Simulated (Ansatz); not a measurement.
## Geometry relaxation of Ti₁₆C (part 1 of 2)

The run: geometry relaxation of Ti₁₆C (slab, 17 atoms in the cell). Method and program: DFT PBE, scalar-relativistic, plane waves, PAW, PAW set soft_1, no spin polarisation (Ansatz 0.2.0).

The structure derives from an entry of the Crystallography Open Database. The input holds or restrains some coordinates. Forces given for the steps count only the free coordinates. Figures and captions count atoms from 1; the log counts them from 0 in places.

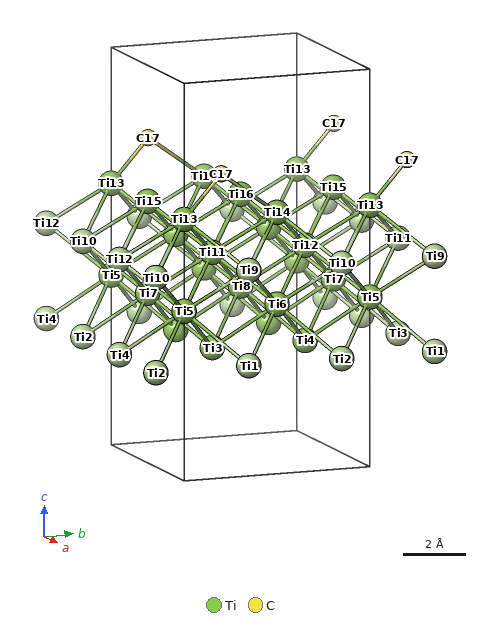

The starting structure (ball-and-stick view of the cell of the calculation, with the vacuum cut short, seen slightly off an axis; neighbours outside the cell are drawn fainter; atoms are numbered from 1 in the order of the input). An atom can appear more than once, as a periodic image.

**Input file**
```yaml
crystal:
  lattice:
    - [6.5106718526, 0.0, 0.0]
    - [0.0, 6.5106718526, 0.0]
    - [0.0, 0.0, 20.1793673972]
  atoms:
    - { symbol: Ti, position: [0.25, 0.25, 0.1982222694] }
    - { symbol: Ti, position: [0.25, 0.75, 0.1982222694] }
    - { symbol: Ti, position: [0.75, 0.25, 0.1982222694] }
    - { symbol: Ti, position: [0.75, 0.75, 0.1982222694] }
    - { symbol: Ti, position: [0.0, 0.0, 0.2788822788] }
    - { symbol: Ti, position: [0.0, 0.5, 0.2788822788] }
    - { symbol: Ti, position: [0.5, 0.0, 0.2788822788] }
    - { symbol: Ti, position: [0.5, 0.5, 0.2788822788] }
    - { symbol: Ti, position: [0.25, 0.25, 0.3551865244] }
    - { symbol: Ti, position: [0.25, 0.75, 0.3551865244] }
    - { symbol: Ti, position: [0.75, 0.25, 0.3551865244] }
    - { symbol: Ti, position: [0.75, 0.75, 0.3551865244] }
    - { symbol: Ti, position: [0.0, 0.0, 0.4301109755] }
    - { symbol: Ti, position: [0.0, 0.5, 0.4301109755] }
    - { symbol: Ti, position: [0.5, 0.0, 0.4301109755] }
    - { symbol: Ti, position: [0.5, 0.5, 0.4301109755] }
    - { symbol: C, position: [0.0833333333, 0.1666666667, 0.5064265493] }
basis:
  ecutwfc: 420
kpoints:
  mp_grid: { grid: [4, 4, 1] }
hamiltonian:
  xc: pbe
  pseudopotentials: { kind: paw, azcp: { folder: soft_1 } }
scf:
  occupations: { method: gaussian, width: 0.1 }
output:
  forces: true
  eigenvalues: true
relax:
  adjacent_minimum: "off"
  f_tol: 0.025
  max_steps: 16
  constraints:
    - { sites: [0, 1, 2, 3, 4, 5, 6, 7, 8, 9, 10, 11, 12, 13, 14, 15] }
    - { sites: [16], fix: xy }
efield:
  axis: 3
  dipole_correction: true
  ramp_width: 0.04
```

Run as:
```bash
ansatz run input.yaml --threads 4 --pin off --max-ram 12288MiB --backend cpu --events-out ev --progress --plain --runs-dir out
```

**Log**
```
Engine: ansatz 0.2.0, aarch64-unknown-linux-gnu
Pseudopotentials: kind: paw
Pseudopotential: Ti, paw, valence charge 12, recommended cutoff 420 eV (normal), [file]
Pseudopotential: C, paw, valence charge 4, recommended cutoff 420 eV (normal), [file]
Functional definition: PBE
  parameter kappa = 0.804
  parameter beta = 0.06672455060314922
  exchange = pbe_x(kappa = kappa, mu = beta*pi^2/3)
  correlation = pbe_c(beta = beta)
Crystal: 17 atoms, lattice volume = 855.380 Å³
Basis set: ecut = 420 eV, 16687 PW (Γ), exchange–correlation on 90×90×270 points (8 copies of the dense FFT grid, shifted against one another)
Bands: 118, of which v1, the nominal top of the filled ones, is band 98 counted from 1 (97 counted from 0)
Symmetry: 1 space group operations
Space group: P1 (ITA 1), of the structure as read, at distance tolerance 9.5e-5 Å
k-points: 10 of 16 (time reversal used)
Non-local potential: Ti, projectors of the file, l = 0: 3, l = 1: 2, l = 2: 3, l = 3: 1
Non-local potential: C, projectors of the file, l = 0: 2, l = 1: 2, l = 2: 1
PAW form: soft (Blöchl's): semilocal exchange-correlation on the pseudo side does not see the compensation charge
PAW one-centre angular grid: Ti, 590 points (default); XC on 64 Gauss nodes
PAW one-centre angular grid: C, 110 points (default); XC on 64 Gauss nodes
Initial density: superposition of atomic densities (neutral atoms: chi_scale 0, normalization atom)
Initial wavefunctions: pseudopotential atomic-orbital guess
Functional: x = pbe(κ = 0.804, μ = 0.2195149727645171), c = pbe(β = 0.06672455060314922)
SCF iter   1: F=—  HF=-40254.845143 eV  |F-HF|=—  |Δ(HF+E_count)|=         —  Δρ=6.79e-2  dr2=2.63e2  ethr=3.10e-3  p=0.000 e·Å  D=1.35e-8 V/Å  ΔV_dip=-0.00 eV  dr2_dipole=1.04e1  V_vac-E_F(+/−)=8.26/8.26 eV  ⟨swp⟩=9.0  Hψ=5319  notcnv=0
efield: sawtooth ramp at fractional position 0.8323 (placed from the atoms, in the widest stretch of the axis that holds none; the zero of the levels goes with the place), width 0.0400; the density the first Hamiltonian is built on has a dipole p = 0.000 e·Å; the dipole correction subtracts the counter field D = 1.35e-8 V/Å, which shifts the + side's vacuum level by -0.00 eV against the − side's; the planar-averaged density in the ramp window peaks in size at 1.3e-7 e/Å³
preconditioner: auto → LDOS  [metal: Δε(μ)=0.009 eV  Ē_g=2.988 eV  σ=0.100 eV  W_gap=0.05  n_scr=128 (ndim 8)  ℏωp=10.5 eV  f_vac=0.545  D(μ)=24.51/eV (n_scr^D=178)  β→1.0]
SCF iter   2: F=—  HF=-40248.159444 eV  |F-HF|=—  |Δ(HF+E_count)|=    6.69e0  Δρ=1.02e-1  dr2=3.94e2  ethr=3.10e-3  p=-1.120 e·Å  D=-2.37e-1 V/Å  ΔV_dip=4.78 eV  dr2_dipole=1.45e1  V_vac-E_F(+/−)=5.00/0.22 eV  ⟨swp⟩=14.2  Hψ=8276  notcnv=0  defer=50
SCF iter   3: F=—  HF=-40232.671758 eV  |F-HF|=—  |Δ(HF+E_count)|=    1.55e1  Δρ=1.68e-2  dr2=5.19e0  ethr=3.10e-3  p=-0.433 e·Å  D=-9.16e-2 V/Å  ΔV_dip=1.85 eV  dr2_dipole=6.14e-1  V_vac-E_F(+/−)=5.76/3.91 eV  ⟨swp⟩=10.9  Hψ=5307  notcnv=0  defer=40
SCF iter   4: F=—  HF=-40232.608991 eV  |F-HF|=—  |Δ(HF+E_count)|=   6.28e-2  Δρ=6.24e-3  dr2=1.35e0  ethr=2.65e-3  p=-0.396 e·Å  D=-8.38e-2 V/Å  ΔV_dip=1.69 eV  dr2_dipole=2.79e-1  V_vac-E_F(+/−)=5.40/3.71 eV  ⟨swp⟩=2.9  Hψ=1820  notcnv=0  defer=42
SCF iter   5: F=—  HF=-40232.597255 eV  |F-HF|=—  |Δ(HF+E_count)|=   1.17e-2  Δρ=3.48e-3  dr2=2.15e-1  ethr=6.89e-4  p=-0.425 e·Å  D=-8.99e-2 V/Å  ΔV_dip=1.81 eV  dr2_dipole=6.30e-3  V_vac-E_F(+/−)=5.09/3.28 eV  ⟨swp⟩=3.8  Hψ=1714  notcnv=0  defer=48
SCF iter   6: F=—  HF=-40232.595364 eV  |F-HF|=—  |Δ(HF+E_count)|=   1.89e-3  Δρ=2.80e-3  dr2=2.15e-1  ethr=1.10e-4  p=-0.411 e·Å  D=-8.70e-2 V/Å  ΔV_dip=1.76 eV  dr2_dipole=6.50e-3  V_vac-E_F(+/−)=4.94/3.19 eV  ⟨swp⟩=2.0  Hψ=1681  notcnv=0  defer=45
SCF iter   7: F=—  HF=-40232.590266 eV  |F-HF|=—  |Δ(HF+E_count)|=   5.10e-3  Δρ=1.61e-3  dr2=7.11e-2  ethr=1.10e-4  p=-0.395 e·Å  D=-8.35e-2 V/Å  ΔV_dip=1.68 eV  dr2_dipole=9.04e-4  V_vac-E_F(+/−)=4.85/3.16 eV  ⟨swp⟩=1.2  Hψ=1144  notcnv=0  defer=45
SCF iter   8: F=—  HF=-40232.587426 eV  |F-HF|=—  |Δ(HF+E_count)|=   2.84e-3  Δρ=8.64e-4  dr2=2.07e-2  ethr=3.63e-5  p=-0.384 e·Å  D=-8.13e-2 V/Å  ΔV_dip=1.64 eV  dr2_dipole=1.11e-4  V_vac-E_F(+/−)=4.81/3.17 eV  ⟨swp⟩=1.4  Hψ=1142  notcnv=0  defer=45
SCF iter   9: F=—  HF=-40232.587004 eV  |F-HF|=—  |Δ(HF+E_count)|=   4.22e-4  Δρ=1.57e-4  dr2=4.36e-4  ethr=1.06e-5  p=-0.373 e·Å  D=-7.88e-2 V/Å  ΔV_dip=1.59 eV  dr2_dipole=1.06e-4  V_vac-E_F(+/−)=4.81/3.22 eV  ⟨swp⟩=2.1  Hψ=1433  notcnv=0  defer=45
SCF iter  10: F=—  HF=-40232.587161 eV  |F-HF|=—  |Δ(HF+E_count)|=   1.57e-4  Δρ=6.87e-5  dr2=1.26e-4  ethr=2.22e-7  p=-0.370 e·Å  D=-7.82e-2 V/Å  ΔV_dip=1.58 eV  dr2_dipole=1.16e-7  V_vac-E_F(+/−)=4.81/3.23 eV  ⟨swp⟩=3.8  Hψ=2244  notcnv=0  defer=45
SCF iter  11: F=-40232.587151 eV  HF=-40232.587155 eV  |F-HF|=4.68e-6  |Δ(HF+E_count)|=   5.43e-6  Δρ=2.24e-5  dr2=9.02e-6  ethr=7.97e-9  p=-0.370 e·Å  D=-7.82e-2 V/Å  ΔV_dip=1.58 eV  dr2_dipole=1.17e-6  V_vac-E_F(+/−)=4.81/3.23 eV  ⟨swp⟩=24.5  Hψ=7495  notcnv=0
SCF 1 converged in 11 iterations: F = -40232.587151 eV  dr2 = 9.02e-6
  greatest PAW one-centre occupation: 0.999 electrons in one spin orbital (limit 2), on the Ti atom at site 0 (counted from 0), in its partial waves of l = 0
relax step   1: F+E_penalty+E_count = -40232.58715065 eV  Δ(F+E_penalty+E_count) = +0.000e0 eV  max|allowed force component| = 2.599e0 eV/Å  Δτ_max = 0.0000 Å  (11 SCF iters, dr2 threshold 1.56e-5 eV, accepted)
Initial density: handed on by an earlier stage of this run
Initial wavefunctions: those handed on with the density
iter 1 solved again at ethr=6.41e-4 eV; its pass at ethr=3.10e-3 eV (dr2=1.26e0 eV) is discarded
SCF iter   1: F=—  HF=-40233.026579 eV  |F-HF|=—  |Δ(HF+E_count)|=         —  Δρ=6.97e-3  dr2=1.36e0  ethr=6.41e-4  p=-0.370 e·Å  D=-7.82e-2 V/Å  ΔV_dip=1.58 eV  dr2_dipole=1.66e-1  V_vac-E_F(+/−)=4.82/3.24 eV  ⟨swp⟩=1.1  Hψ=3421  notcnv=0  defer=37
efield: sawtooth ramp at fractional position 0.8323 (handed on by an earlier solve), width 0.0400; the density the first Hamiltonian is built on has a dipole p = -0.370 e·Å; the dipole correction subtracts the counter field D = -7.82e-2 V/Å, which shifts the + side's vacuum level by +1.58 eV against the − side's; the planar-averaged density in the ramp window peaks in size at 3.5e-6 e/Å³
eigensolver tolerance schedule calibrated: the retry pair's looser diagonalisation under-reported the residual by θ = 0.08 (0.11/decade); ethr = c·dr2/N_el runs at the constant in force after the calibration composes with the one it found (an armed cap, an earlier calibration), c = 7.8e-2
preconditioner: auto → LDOS  [metal: Δε(μ)=0.002 eV  Ē_g=2.213 eV  σ=0.100 eV  W_gap=0.01  n_scr=128 (ndim 8)  ℏωp=10.5 eV  f_vac=0.568  D(μ)=32.66/eV (n_scr^D=252)  β→1.0]
SCF iter   2: F=—  HF=-40232.949524 eV  |F-HF|=—  |Δ(HF+E_count)|=   7.71e-2  Δρ=4.35e-3  dr2=3.17e-1  ethr=5.44e-4  p=-0.341 e·Å  D=-7.20e-2 V/Å  ΔV_dip=1.45 eV  dr2_dipole=2.37e-2  V_vac-E_F(+/−)=4.68/3.22 eV  ⟨swp⟩=2.7  Hψ=2141  notcnv=0  defer=37
SCF iter   3: F=—  HF=-40232.928284 eV  |F-HF|=—  |Δ(HF+E_count)|=   2.12e-2  Δρ=1.18e-3  dr2=2.91e-2  ethr=1.27e-4  p=-0.340 e·Å  D=-7.20e-2 V/Å  ΔV_dip=1.45 eV  dr2_dipole=3.18e-3  V_vac-E_F(+/−)=4.69/3.23 eV  ⟨swp⟩=2.0  Hψ=2150  notcnv=0  defer=37
SCF iter   4: F=—  HF=-40232.926757 eV  |F-HF|=—  |Δ(HF+E_count)|=   1.53e-3  Δρ=2.27e-4  dr2=1.03e-3  ethr=1.16e-5  p=-0.337 e·Å  D=-7.13e-2 V/Å  ΔV_dip=1.44 eV  dr2_dipole=1.14e-4  V_vac-E_F(+/−)=4.67/3.23 eV  ⟨swp⟩=2.0  Hψ=1642  notcnv=0  defer=37
SCF iter   5: F=-40232.926675 eV  HF=-40232.926726 eV  |F-HF|=5.11e-5  |Δ(HF+E_count)|=   3.06e-5  Δρ=6.63e-5  dr2=7.42e-5  ethr=4.00e-8  p=-0.335 e·Å  D=-7.10e-2 V/Å  ΔV_dip=1.43 eV  dr2_dipole=1.59e-5  V_vac-E_F(+/−)=4.66/3.23 eV  ⟨swp⟩=16.7  Hψ=5852  notcnv=0
SCF 2 converged in 5 iterations: F = -40232.926675 eV  dr2 = 7.42e-5
relax step   2: F+E_penalty+E_count = -40232.92667523 eV  Δ(F+E_penalty+E_count) = -3.395e-1 eV  max|allowed force component| = 1.345e0 eV/Å  Δτ_max = 0.1674 Å  (5 SCF iters, dr2 threshold 1.00e-4 eV, accepted)
SCF iter   1: F=—  HF=-40233.029896 eV  |F-HF|=—  |Δ(HF+E_count)|=         —  Δρ=3.58e-3  dr2=3.15e-1  ethr=1.71e-3  p=-0.335 e·Å  D=-7.10e-2 V/Å  ΔV_dip=1.43 eV  dr2_dipole=2.56e-2  V_vac-E_F(+/−)=4.67/3.24 eV  ⟨swp⟩=2.0  Hψ=1858  notcnv=0  defer=37
efield: sawtooth ramp at fractional position 0.8323 (handed on by an earlier solve), width 0.0400; the density the first Hamiltonian is built on has a dipole p = -0.335 e·Å; the dipole correction subtracts the counter field D = -7.10e-2 V/Å, which shifts the + side's vacuum level by +1.43 eV against the − side's; the planar-averaged density in the ramp window peaks in size at 3.6e-6 e/Å³
preconditioner: auto → LDOS  [metal: Δε(μ)=0.017 eV  Ē_g=2.211 eV  σ=0.100 eV  W_gap=0.10  n_scr=128 (ndim 8)  ℏωp=10.5 eV  f_vac=0.569  D(μ)=32.60/eV (n_scr^D=252)  β→1.0]
SCF iter   2: F=—  HF=-40233.008446 eV  |F-HF|=—  |Δ(HF+E_count)|=   2.15e-2  Δρ=2.15e-3  dr2=5.77e-2  ethr=1.61e-4  p=-0.315 e·Å  D=-6.66e-2 V/Å  ΔV_dip=1.34 eV  dr2_dipole=3.55e-4  V_vac-E_F(+/−)=4.58/3.23 eV  ⟨swp⟩=2.0  Hψ=2335  notcnv=0  defer=42
SCF iter   3: F=—  HF=-40233.003486 eV  |F-HF|=—  |Δ(HF+E_count)|=   4.96e-3  Δρ=6.10e-4  dr2=6.51e-3  ethr=2.94e-5  p=-0.318 e·Å  D=-6.72e-2 V/Å  ΔV_dip=1.36 eV  dr2_dipole=3.74e-4  V_vac-E_F(+/−)=4.59/3.23 eV  ⟨swp⟩=2.0  Hψ=2009  notcnv=0  defer=42
SCF iter   4: F=—  HF=-40233.003033 eV  |F-HF|=—  |Δ(HF+E_count)|=   4.53e-4  Δρ=1.13e-4  dr2=2.42e-4  ethr=3.32e-6  p=-0.316 e·Å  D=-6.67e-2 V/Å  ΔV_dip=1.35 eV  dr2_dipole=1.70e-5  V_vac-E_F(+/−)=4.58/3.23 eV  ⟨swp⟩=2.0  Hψ=1538  notcnv=0  defer=41
SCF iter   5: F=-40233.003025 eV  HF=-40233.003027 eV  |F-HF|=2.52e-6  |Δ(HF+E_count)|=   6.05e-6  Δρ=3.54e-5  dr2=1.57e-5  ethr=5.10e-8  p=-0.315 e·Å  D=-6.66e-2 V/Å  ΔV_dip=1.34 eV  dr2_dipole=1.01e-6  V_vac-E_F(+/−)=4.58/3.23 eV  ⟨swp⟩=14.5  Hψ=5358  notcnv=0
SCF 3 converged in 5 iterations: F = -40233.003025 eV  dr2 = 1.57e-5
relax step   3: F+E_penalty+E_count = -40233.00302465 eV  Δ(F+E_penalty+E_count) = -7.635e-2 eV  max|allowed force component| = 4.631e-1 eV/Å  Δτ_max = 0.0831 Å  (5 SCF iters, dr2 threshold 1.00e-4 eV, accepted)
SCF iter   1: F=—  HF=-40233.018513 eV  |F-HF|=—  |Δ(HF+E_count)|=         —  Δρ=1.82e-3  dr2=7.86e-2  ethr=3.85e-4  p=-0.315 e·Å  D=-6.66e-2 V/Å  ΔV_dip=1.34 eV  dr2_dipole=5.47e-3  V_vac-E_F(+/−)=4.58/3.24 eV  ⟨swp⟩=2.0  Hψ=1845  notcnv=0  defer=18
efield: sawtooth ramp at fractional position 0.8323 (handed on by an earlier solve), width 0.0400; the density the first Hamiltonian is built on has a dipole p = -0.315 e·Å; the dipole correction subtracts the counter field D = -6.66e-2 V/Å, which shifts the + side's vacuum level by +1.34 eV against the − side's; the planar-averaged density in the ramp window peaks in size at 3.6e-6 e/Å³
preconditioner: auto → LDOS  [metal: Δε(μ)=0.015 eV  Ē_g=2.211 eV  σ=0.100 eV  W_gap=0.08  n_scr=128 (ndim 8)  ℏωp=10.5 eV  f_vac=0.569  D(μ)=32.66/eV (n_scr^D=252)  β→1.0]
SCF iter   2: F=—  HF=-40233.012961 eV  |F-HF|=—  |Δ(HF+E_count)|=   5.55e-3  Δρ=1.08e-3  dr2=1.37e-2  ethr=4.01e-5  p=-0.304 e·Å  D=-6.42e-2 V/Å  ΔV_dip=1.30 eV  dr2_dipole=1.60e-5  V_vac-E_F(+/−)=4.53/3.23 eV  ⟨swp⟩=2.0  Hψ=2201  notcnv=0  defer=25
SCF iter   3: F=—  HF=-40233.011902 eV  |F-HF|=—  |Δ(HF+E_count)|=   1.06e-3  Δρ=3.02e-4  dr2=1.49e-3  ethr=6.99e-6  p=-0.305 e·Å  D=-6.46e-2 V/Å  ΔV_dip=1.30 eV  dr2_dipole=5.02e-5  V_vac-E_F(+/−)=4.54/3.23 eV  ⟨swp⟩=2.0  Hψ=1970  notcnv=0  defer=25
SCF iter   4: F=—  HF=-40233.011800 eV  |F-HF|=—  |Δ(HF+E_count)|=   1.03e-4  Δρ=5.47e-5  dr2=5.01e-5  ethr=7.58e-7  p=-0.304 e·Å  D=-6.43e-2 V/Å  ΔV_dip=1.30 eV  dr2_dipole=1.94e-6  V_vac-E_F(+/−)=4.53/3.23 eV  ⟨swp⟩=2.2  Hψ=1536  notcnv=0  defer=25
SCF iter   5: F=-40233.011802 eV  HF=-40233.011802 eV  |F-HF|=1.16e-7  |Δ(HF+E_count)|=   2.11e-6  Δρ=1.87e-5  dr2=4.48e-6  ethr=1.30e-8  p=-0.304 e·Å  D=-6.42e-2 V/Å  ΔV_dip=1.30 eV  dr2_dipole=7.68e-8  V_vac-E_F(+/−)=4.53/3.23 eV  ⟨swp⟩=14.3  Hψ=5063  notcnv=0
SCF 4 converged in 5 iterations: F = -40233.011802 eV  dr2 = 4.48e-6
relax step   4: F+E_penalty+E_count = -40233.01180211 eV  Δ(F+E_penalty+E_count) = -8.777e-3 eV  max|allowed force component| = 3.630e-2 eV/Å  Δτ_max = 0.0407 Å  (5 SCF iters, dr2 threshold 2.54e-5 eV, accepted)
SCF iter   1: F=—  HF=-40233.011700 eV  |F-HF|=—  |Δ(HF+E_count)|=         —  Δρ=1.25e-4  dr2=3.80e-4  ethr=1.97e-6  p=-0.304 e·Å  D=-6.42e-2 V/Å  ΔV_dip=1.30 eV  dr2_dipole=3.27e-5  V_vac-E_F(+/−)=4.53/3.23 eV  ⟨swp⟩=2.0  Hψ=1620  notcnv=0
efield: sawtooth ramp at fractional position 0.8323 (handed on by an earlier solve), width 0.0400; the density the first Hamiltonian is built on has a dipole p = -0.304 e·Å; the dipole correction subtracts the counter field D = -6.42e-2 V/Å, which shifts the + side's vacuum level by +1.30 eV against the − side's; the planar-averaged density in the ramp window peaks in size at 3.5e-6 e/Å³
preconditioner: auto → LDOS  [metal: Δε(μ)=0.012 eV  Ē_g=2.205 eV  σ=0.100 eV  W_gap=0.07  n_scr=128 (ndim 8)  ℏωp=10.5 eV  f_vac=0.569  D(μ)=32.71/eV (n_scr^D=252)  β→1.0]
SCF iter   2: F=—  HF=-40233.011677 eV  |F-HF|=—  |Δ(HF+E_count)|=   2.25e-5  Δρ=6.46e-5  dr2=4.54e-5  ethr=1.94e-7  p=-0.304 e·Å  D=-6.43e-2 V/Å  ΔV_dip=1.30 eV  dr2_dipole=1.94e-8  V_vac-E_F(+/−)=4.53/3.23 eV  ⟨swp⟩=2.0  Hψ=2144  notcnv=0
SCF iter   3: F=—  HF=-40233.011860 eV  |F-HF|=—  |Δ(HF+E_count)|=   1.83e-4  Δρ=1.84e-5  dr2=5.48e-6  ethr=2.32e-8  p=-0.304 e·Å  D=-6.43e-2 V/Å  ΔV_dip=1.30 eV  dr2_dipole=1.50e-7  V_vac-E_F(+/−)=4.53/3.23 eV  ⟨swp⟩=2.0  Hψ=1976  notcnv=0
SCF iter   4: F=—  HF=-40233.011860 eV  |F-HF|=—  |Δ(HF+E_count)|=   7.98e-8  Δρ=2.78e-6  dr2=1.54e-7  ethr=2.80e-9  p=-0.304 e·Å  D=-6.43e-2 V/Å  ΔV_dip=1.30 eV  dr2_dipole=1.92e-8  V_vac-E_F(+/−)=4.53/3.23 eV  ⟨swp⟩=2.0  Hψ=1551  notcnv=0
SCF iter   5: F=-40233.011860 eV  HF=-40233.011860 eV  |F-HF|=2.39e-9  |Δ(HF+E_count)|=   1.06e-7  Δρ=1.18e-6  dr2=2.29e-8  ethr=5.10e-11  p=-0.304 e·Å  D=-6.43e-2 V/Å  ΔV_dip=1.30 eV  dr2_dipole=9.39e-10  V_vac-E_F(+/−)=4.53/3.23 eV  ⟨swp⟩=8.7  Hψ=4118  notcnv=0
SCF 5 converged in 5 iterations: F = -40233.011860 eV  dr2 = 2.29e-8
relax step   5: F+E_penalty+E_count = -40233.01185998 eV  Δ(F+E_penalty+E_count) = -5.787e-5 eV  max|allowed force component| = 1.216e-3 eV/Å  Δτ_max = 0.0029 Å  (5 SCF iters, accepted)
```

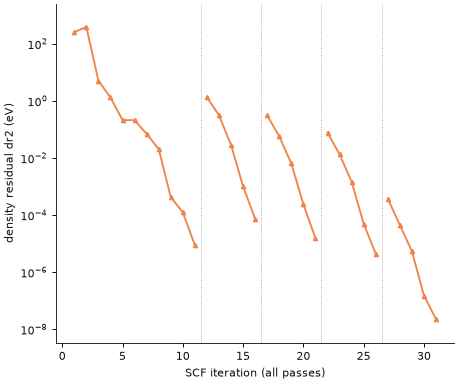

Convergence of the self-consistent field: density residual dr2 against the SCF iteration. The dotted lines part the SCF passes of the relaxation: geometry steps, rejected trials and re-solves on a re-selected basis. The 5 passes take 5 to 11 iterations each, 31 in all.

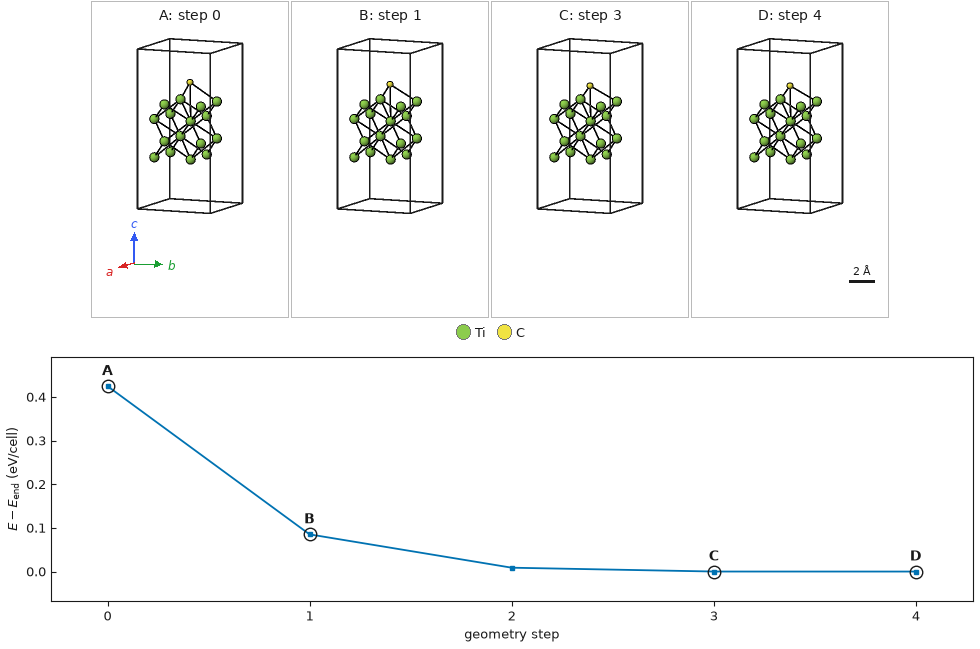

Frames of the restrained relaxation (ball-and-stick view of the cell of the calculation, with the vacuum cut short (origin shifted), seen slightly off an axis) above the curves, on which the letters mark them (the first geometry is step 0 here and step 1 in the log).

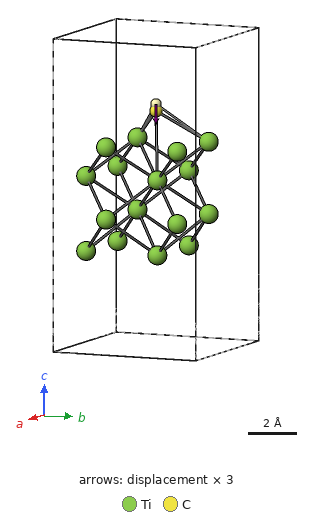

Start (faint) and end (solid) with the displacements as pink arrows, magnified 3 times (ball-and-stick view of the cell of the calculation, with the vacuum cut short (origin shifted), seen slightly off an axis). The largest move is that of C17, 0.29 Å. Ti stays in place. The cell doesn't change. Among the contacts that change: Ti9–C17 3.284 → 3.018 Å, Ti13–C17 1.960 → 1.743 Å, Ti14–C17 2.716 → 2.563 Å. Among the angles that change: Ti13–C17–Ti14 86.7° → 96.3°, Ti9–C17–Ti13 56.8° → 64.3°, Ti9–Ti13–C17 86.6° → 80.9°. After 4 geometry steps the energy has fallen by 0.425 eV per cell of the calculation. The largest force component goes from 2.6 to 0.0012 eV/Å. (Atoms are counted from 1 in the order of the input.)
